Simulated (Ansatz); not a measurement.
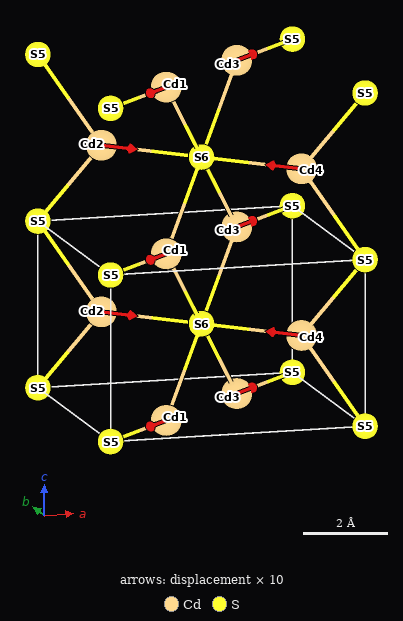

A relaxation of crystalline Cd2S (built on the rutile_136 type). The starting structure is drawn; red arrows show the displacements (the part carried along by the change of the cell is left out), 10 times their true length.

A ball-and-stick model of the cell of the calculation, repeated 1 × 1 × 2 with one cell outlined, seen slightly off an axis.

Case: anti-rutile type (P4_2/mnm, No. 136).

Method: Ansatz, DFT r2SCAN, scalar-relativistic, plane waves, PAW. Set-up: plane-wave cutoff 500 eV; k-point mesh 6 × 6 × 10; occupations gaussian; smearing width 0.1 eV; no spin polarisation; cell and atoms relaxed; force threshold 0.01 eV/Å; at most 80 steps.

**Which element moves most?**

Cadmium: up to 0.10 Å, against 0.00 Å for sulfur.

**What did the optimiser do to the structure, and how much energy did it gain?**

The largest moves relative to the cell, 0.10 Å, are those of Cd1, Cd2, Cd3 and Cd4. Cd2 goes along [1 −1 0]. S stays in place. The volume changes by +0.2 %, with a = b 6.326 → 6.383 Å (+0.9 %), c 4.075 → 4.009 Å (−1.6 %). Some distances before and after: Cd1–S5 2.738 → 2.659 Å, Cd1–S6 2.676 → 2.731 Å. Among the angles between lasting bonds that change: S5–Cd2–S5 99.1° → 94.5°, Cd1–S6–Cd3 80.9° → 85.5°, Cd1–S6–Cd1 99.1° → 94.5°. The space group stays P4_2/mnm (No. 136). Over 3 accepted moves (4 points after the start) the energy falls by 74.4 meV per cell of the calculation. The largest force component goes from 0.28 to under 0.0001 eV/Å. The pressure goes from 0.69 to 0.02 GPa. The SCF was repeated once at an unchanged geometry on a basis and grid sized afresh for the cell, which shifted the energy by 0.2 meV per cell of the calculation at most.
